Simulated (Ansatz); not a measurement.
## Energy of Fe along an even scaling of the cell

System: Fe (1 atom in the cell).
Method: DFT PBEsol, scalar-relativistic, plane waves, PAW, spin-polarised (Ansatz 0.2.0).

The 7 runs differ only in the geometry, by an even scaling of the cell at fixed fractional positions. The structure derives from an entry of the Crystallography Open Database.

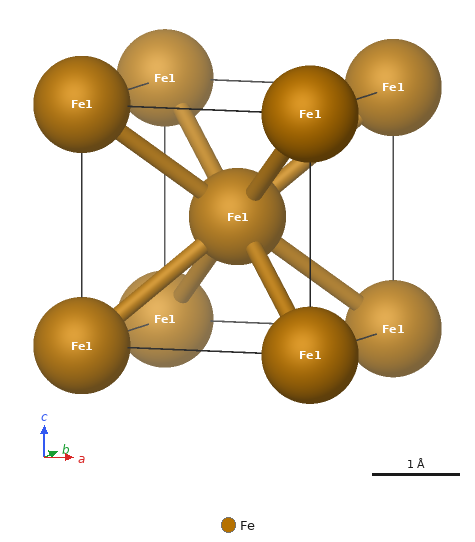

Figure 1. The structure of run 4 (ball-and-stick view of the cell 2 times as large as that of the calculation, set on its symmetry axes, seen slightly off an axis; atoms are numbered from 1 in the order of the input). An atom can appear more than once, as a periodic image.

**Input of run 4**
```yaml
crystal:
  lattice:
    - [-1.4066952618, 1.4066952618, 1.4066952618]
    - [1.4066952618, -1.4066952618, 1.4066952618]
    - [1.4066952618, 1.4066952618, -1.4066952618]
  atoms:
    - { symbol: Fe, position: [0.0, 0.0, 0.0], spin: 2.32 }
basis:
  ecutwfc: 420
kpoints:
  mp_grid: { grid: [20, 20, 20] }
hamiltonian:
  xc: pbesol
scf:
  occupations: { method: gaussian, width: 0.1 }
output:
  forces: true
  stress: true
  eigenvalues: true
  populations: true
magnetization:
  spin_polarized: true
```

Command:
```bash
ansatz run input.yaml --threads 1 --pin off --max-ram 2560MiB --backend cpu --events-out ev --progress --plain --runs-dir out
```

Lattice vectors (Å) and fractional positions of run 4:
```
  -1.406695    1.406695    1.406695
   1.406695   -1.406695    1.406695
   1.406695    1.406695   -1.406695
Fe  0.000000  0.000000  0.000000
```

Run 5 differs from it as follows:
```diff
-    - [-1.4066952618, 1.4066952618, 1.4066952618]
-    - [1.4066952618, -1.4066952618, 1.4066952618]
-    - [1.4066952618, 1.4066952618, -1.4066952618]
+    - [-1.4202220076, 1.4202220076, 1.4202220076]
+    - [1.4202220076, -1.4202220076, 1.4202220076]
+    - [1.4202220076, 1.4202220076, -1.4202220076]
```

**Results, with one run withheld**

```tsv
run	volume per atom (Å³)	free energy per atom, from the lowest run given (meV)	pressure (GPa)
1	9.513	137.79	39.88
2	9.837	70.05	27.36
3	10.161	25.71	16.78
4	11.134	0.00	−6.12
5	11.459	?	?
6	11.891	54.72	−16.66
7	12.019	68.60	−18.12
```

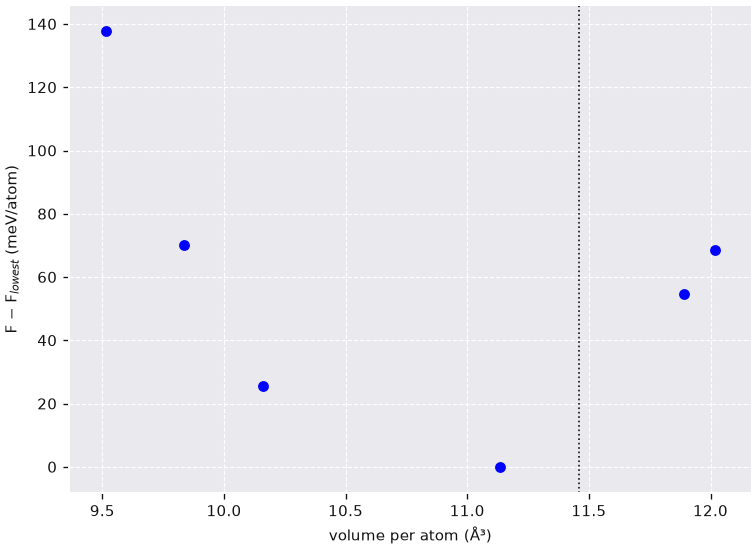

Figure 2. Free energy per atom of the runs given; the dotted line marks run 5.

Estimate the energy of run 5 from the others.

A cubic polynomial in V^(−2/3) (the Birch–Murnaghan form), fitted to the 6 runs given, misses them by at most 0.16 meV per atom. With x = V^(−2/3) − 0.20613 Å⁻², it reads F = −4.8535 + 1405.2 x + 4.1287e+05 x² + 1.206e+06 x³ (meV per atom). At run 5 it gives 17.33 meV per atom, and the run itself gives 17.34. The slope of the fit gives a pressure −dF/dV of −11.05 GPa there, and the run prints −10.89 GPa. The two needn't agree exactly: the fit is approximate, and the printed stress is taken on a finite basis. The fit has its minimum at 10.820 Å³ per atom, where V d²F/dV² gives 224 GPa: the bulk modulus at this level, since symmetry fixes the shape and the positions.

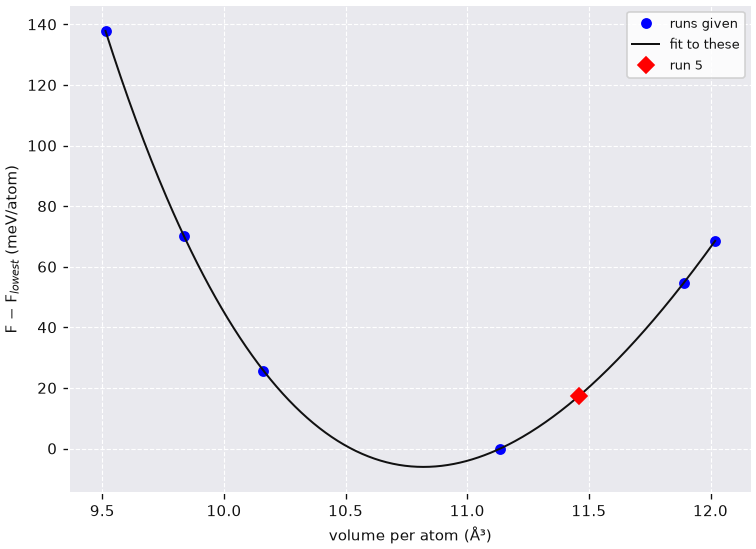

Figure 3. The fit and the withheld run.

**Output, shortened to warnings, some set-up lines, iterations and results (run 5)**
```
Basis set: ecut = 420 eV, 225 PW (Γ), exchange–correlation on 36×36×36 points (8 copies of the dense FFT grid, shifted against one another)
Symmetry: 48 space group operations
k-points: 256 of 8000
Initial density: superposition of atomic densities (chi_scale 0.1, normalization cell)
[...]
SCF iter   1: F=—  HF=-4449.076936 eV  |F-HF|=—  |Δ(HF+E_count)|=         —  Δρ=8.99e-2 (↑8.09e-2 ↓8.99e-2)  dr2=2.02e0  dr2_m=6.81e-2  M=2.053 μB ∫|m|=2.078 μB  β_m=0.30  …
SCF iter   2: F=—  HF=-4448.233107 eV  |F-HF|=—  |Δ(HF+E_count)|=   8.44e-1  Δρ=4.93e-2 (↑4.93e-2 ↓2.75e-2)  dr2=4.64e-2  dr2_m=1.44e-1  M=2.222 μB ∫|m|=2.281 μB  β_m=0.29  …
SCF iter   3: F=—  HF=-4448.441040 eV  |F-HF|=—  |Δ(HF+E_count)|=   2.08e-1  Δρ=2.83e-2 (↑2.83e-2 ↓2.51e-2)  dr2=4.05e-3  dr2_m=7.20e-2  M=2.201 μB ∫|m|=2.267 μB  β_m=0.64  …
SCF iter   4: F=—  HF=-4448.815114 eV  |F-HF|=—  |Δ(HF+E_count)|=   3.74e-1  Δρ=1.55e-2 (↑1.55e-2 ↓2.60e-3)  dr2=2.58e-2  dr2_m=5.00e-3  M=2.217 μB ∫|m|=2.311 μB  β_m=0.82  …
SCF iter   5: F=—  HF=-4448.827180 eV  |F-HF|=—  |Δ(HF+E_count)|=   1.21e-2  Δρ=8.88e-4 (↑5.80e-4 ↓8.88e-4)  dr2=8.01e-6  dr2_m=5.42e-5  M=2.199 μB ∫|m|=2.297 μB  β_m=0.73  …
SCF iter   6: F=—  HF=-4448.827192 eV  |F-HF|=—  |Δ(HF+E_count)|=   1.21e-5  Δρ=2.66e-4 (↑2.66e-4 ↓1.68e-4)  dr2=1.03e-5  dr2_m=2.36e-6  M=2.198 μB ∫|m|=2.296 μB  β_m=0.87  …
SCF iter   7: F=—  HF=-4448.827220 eV  |F-HF|=—  |Δ(HF+E_count)|=   2.80e-5  Δρ=3.68e-5 (↑2.90e-5 ↓3.68e-5)  dr2=3.53e-8  dr2_m=9.83e-8  M=2.197 μB ∫|m|=2.296 μB  β_m=0.87  …
SCF iter   8: F=—  HF=-4448.827220 eV  |F-HF|=—  |Δ(HF+E_count)|=   2.24e-8  Δρ=1.06e-5 (↑7.00e-6 ↓1.06e-5)  dr2=2.42e-8  dr2_m=9.82e-10  M=2.197 μB ∫|m|=2.296 μB  β_m=0.93  …
SCF iter   9: F=-4448.827220 eV  HF=-4448.827220 eV  |F-HF|=2.65e-9  |Δ(HF+E_count)|=   1.02e-8  Δρ=3.20e-6 (↑3.20e-6 ↓2.87e-6)  dr2=3.11e-9  dr2_m=5.55e-12  M=2.197 μB …
SCF 1 converged in 9 iterations: F = -4448.827220 eV  dr2 = 3.11e-9
SCF converged after 9 iterations
Magnetization: 2.1974 μB (9.0987 up, 6.9013 down)
Absolute magnetization: 2.2965 μB (∫|ρ↑−ρ↓|, with the PAW one-centre terms)
Spin contamination: 0.0334 ħ² per cell (⟨S²⟩ above its minimum at these occupations)
Per-site moments (μB) at R_I (Å): [(2.234152281506575, 1.0147073785161524)]
Free energy (F): -4448.827220 eV
Harris-Foulkes:  -4448.827220 eV  (|F-HF|=2.65e-9)
Internal energy: -4448.822199 eV  (E = F + TS)
E sigma→0 (E₀):  -4448.824709 eV
Entropy (-TS):   -0.005021 eV (-5.021 meV/atom)
Fermi energy:    18.184071 eV
--- Per-component energies (eV) ---
  E_band       = -215.701964
  E_kinetic    = 350.287920
  E_local      = -2074.227603  (includes V_loc(G=0)·N_el)
  E_nonlocal   = 219.754268
  E_hartree    = 868.503267
  E_xc         = -117.015283
  E_vxc        = -151.292471  (∫ρ·V_xc dr)
  E_paw        = -1334.818171  (= ΣΔE_a)
  E_vpaw       = -297.234544  (= ΣTr[D̂ρ^β])
  E_aug_tail   = 0.000616  (compensation charges beyond the density's cutoff)
  E_ewald      = -2361.486414
  E_core_change = 0.179202  (= ΣΔE_core)
  E_smearing   = -0.005021  (= −TS)
  E_closure    = 0.000000  (closes the sum)
  Σ components = -4448.827220   (vs F -4448.827220, Δ=0.00e0)
--- Forces (eV/Å), atoms counted from 1 ---
  atom   1  Fe    -0.00000000    -0.00000000    -0.00000000
  max |Σ_I F_I| component: 6.98e-32 eV/Å
--- Stress (GPa, compression-positive) ---
      -10.888045      -0.000000       0.000000
        0.000000     -10.888045       0.000000
        0.000000       0.000000     -10.888045
  P = ⅓ Tr σ = -10.8880 GPa (-108.880 kbar)
--- Löwdin populations: 1 site ---
  site symbol       q [e]    m [muB]
     0     Fe     15.7765     2.2620
  spilling = 0.013971 (of n_electrons = 16.000000)
```
